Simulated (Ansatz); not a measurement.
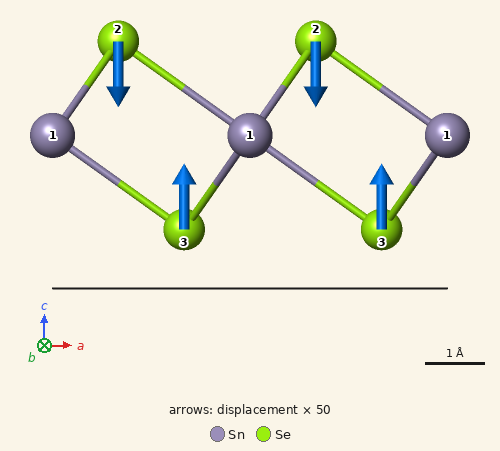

This is a relaxation of a slab of composition SnSe₂. The starting structure is drawn; blue arrows show the displacements (the part carried along by the change of the cell is left out), magnified 50 times.

The picture is a ball-and-stick view of the 2 × 2 repeat of the cell, outlined in the plane, without the vacuum, seen along the b axis.

Level of theory: Ansatz 0.2.0, DFT, r2SCAN, plane waves, PAW.

Input file:
```yaml
crystal:
  lattice:
    - [3.866223067, 0.0, 0.0]
    - [-1.9331115335, 3.3482473927, 0.0]
    - [0.0, 0.0, 30.0650267632]
  atoms:
    - { symbol: Sn, position: [0.0, 0.0, 0.2993511388] }
    - { symbol: Se, position: [0.3333333333, 0.6666666667, 0.3524377658] }
    - { symbol: Se, position: [0.6666666667, 0.3333333333, 0.2462645118] }
  periodic: [true, true, false]
kpoints:
  mp_grid: { grid: [12, 12, 1] }
hamiltonian:
  xc: r2scan
scf:
  occupations: { method: fermi_dirac, width: 0.02 }
relax:
  f_tol: 0.005
  cell: {}
```

Which element moves most?

Answer. Selenium: up to 0.022 Å, against 0.000 Å for tin.

Describe the change and its energy.

Answer. The largest moves, 0.022 Å, are those of Se2 and Se3. Se3 goes along the normal (+c). Sn stays in place. In the plane the drawn cell goes a 7.732 → 7.670 Å (−0.8 %), b 7.732 → 7.670 Å (−0.8 %). Among the contacts that change: Sn1–Se2 2.744 → 2.716 Å. Over 3 accepted moves (5 points after the start) the energy falls by 14.6 meV per cell of the calculation. The largest force component goes from 0.31 to 0.00041 eV/Å. The line search rejected the trial step at point 1 of the run. The SCF was repeated once at an unchanged geometry on a basis and grid sized afresh for the cell, which shifted the energy by less than 0.05 meV per cell of the calculation at most. Cost: 46 s on 1 × NVIDIA H100 80GB HBM3 with 2 threads of AMD EPYC 7R13 Processor (Zen 3) (shared host), peak memory 1.3 GiB.
